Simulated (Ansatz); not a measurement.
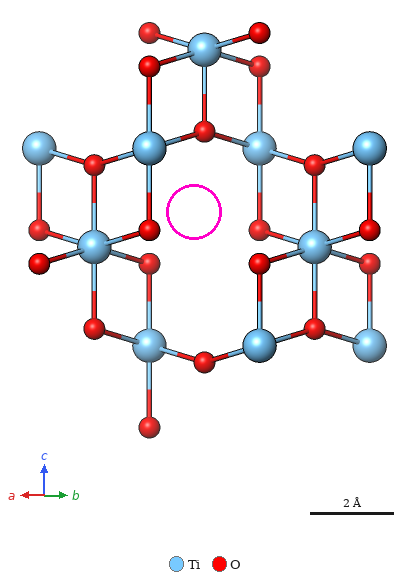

Perfect TiO2. Style: ball-and-stick. Shown: the atoms within 5.4 Å of one point, in a slice 4.2 Å thick across the line of sight, along [110].

All numbers below come from DFT, PBEsol, PAW, plane waves in Ansatz. Set-up: plane-wave cutoff 420 eV; k-point mesh 1 × 1 × 1; mesh shifted by (0.25, 0.25, 0.25); no spin polarisation. Fermi-Dirac smearing of 0.01 eV. The axes drawn are those of the host's conventional cell.

An extra oxygen atom is put between the host's atoms (an interstitial) at the ringed place, in charge state 0. The supercell has 108 sites, and the atoms are relaxed at the host's cell.

### Predict the relaxed surroundings of the defect.

The O atom starts with 4 O at 1.97 to 1.98 Å around its place and ends with 1 O at 1.44 Å. Of the host's atoms, an oxygen atom moves furthest from its site, by 0.72 Å. The O atom itself moves 1.26 Å from where it was put.

The relaxed defect, seen from the same direction:

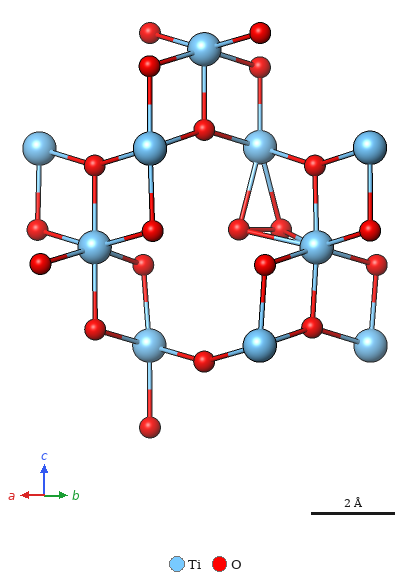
